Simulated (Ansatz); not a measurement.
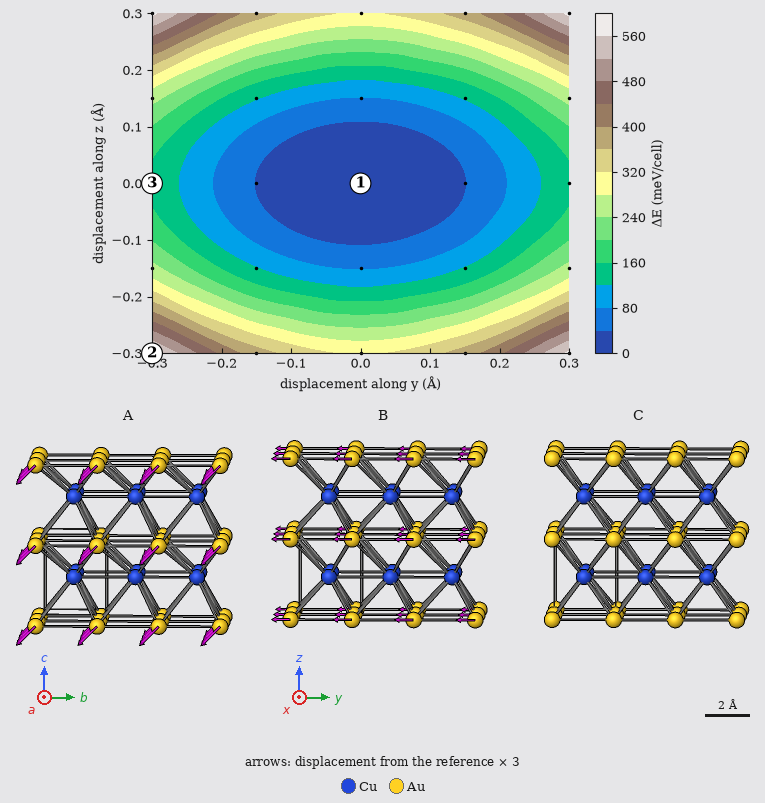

Solid CuAu (P4/mmm): the Au atom (one in each cell of 2 atoms) is moved over the plane of the Cartesian directions y and z, all else fixed. The map is interpolated between the computed points (dots). The frames are shuffled; each belongs to one numbered point. A ball-and-stick model of the cell of the calculation, repeated 2 × 3 × 2 with one cell outlined, seen nearly along the normal of the scanned plane. Purple arrows: displacements from the reference.

The calculation used Ansatz 0.2.0, DFT PBEsol, scalar-relativistic, plane waves, PAW. Settings: plane-wave cutoff 420 eV; k-point mesh 18 × 18 × 14; occupations gaussian; smearing width 0.15 eV; no spin polarisation. Energies (free energies at the smearing named) are counted from the cell as listed in its source, which wasn't relaxed.

Question: Which frame belongs to which numbered point?

Answer: Point 1 is frame C, at (0.00, 0.00) and 0 meV/cell; 2 is frame A, at (−0.30, −0.30) and 568 meV/cell; 3 is frame B, at (−0.30, 0.00) and 151 meV/cell. In pairs of (displacement along y (Å); displacement along z (Å)): the lowest computed point lies at (0.00, 0.00) (0 meV/cell), the highest at (−0.30, −0.30), (0.30, 0.30), (0.30, −0.30), (−0.30, 0.30) (568 meV/cell).  Over the ranges scanned the energy rises more along the second axis, the displacement along z.
